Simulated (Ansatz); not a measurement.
Li2O, space group Fm-3m (No. 225), a = 4.626 Å, b = 4.626 Å, c = 4.626 Å, α = 90.00°, β = 90.00°, γ = 90.00°

| site | Wyckoff | x | y | z |
| --- | --- | --- | --- | --- |
| Li | 8c | 0.2500 | 0.2500 | 0.7500 |
| O | 4a | 0.0000 | 0.0000 | 0.0000 |

Origin: the geometry relaxed with DFT PBE, scalar-relativistic, plane waves, PAW (Ansatz).

Question: Describe the coordination of Li.

Answer: LiO4: an essentially ideal tetrahedron (coordination number 4, S = 0.00; next best see-saw, S = 9.8). Bonds: 4 × Li–O 2.00 Å. The next neighbour, not counted, lies at 2.31 Å.

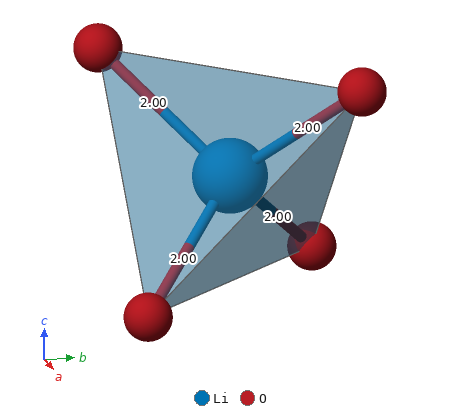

The polyhedron about Li. The shape measure S (0 to 100) is the computed least-squares distance from an ideal polyhedron; S = 0 means ideal.
